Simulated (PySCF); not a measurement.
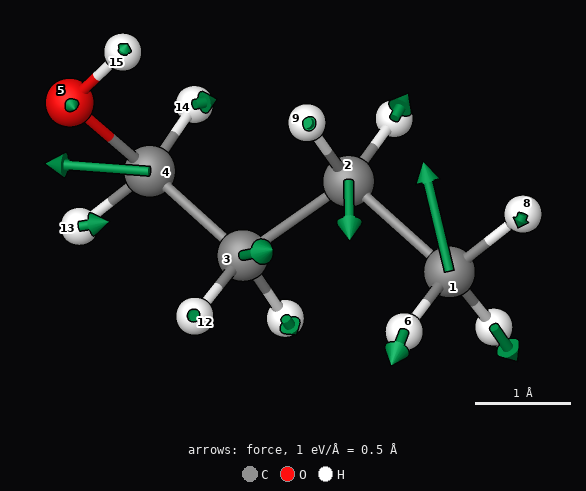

Starting geometry of C$_{4}$H$_{10}$O with the computed forces as green arrows. Style: ball-and-stick. Shown at a tilt.

The start comes from GFN2-xTB. Its atoms were then displaced at random by about 0.01 Å.

All numbers below come from PBE0-D3(BJ)/def2-SVP geometry optimisation, gas phase (PySCF 2.14.0, density-fitted response routines). 

**Is this structure relaxed? If not, where do the atoms go?**

It isn't relaxed: the largest force vector, on a C atom, is 2.43 eV/Å. The final displacements have little in common with the starting forces (cosine between the two patterns 0.21). After 7 geometry steps the energy has fallen by 15.2 kJ/mol. The atom that moves furthest after the best rigid fit is an H atom (0.19 Å). Largest moves by element: H 0.19 Å, O 0.10 Å, C 0.06 Å. Near-neighbour distances that change, for instance: C–C 1.480 → 1.521 Å, C–C 1.556 → 1.520 Å, C–H 1.068 → 1.102 Å, C–H 1.124 → 1.101 Å. Among the angles between lasting bonds that change: O–C–H 102.1° → 106.3°, H–C–H 111.1° → 107.4°, C–C–H 112.6° → 109.5°.
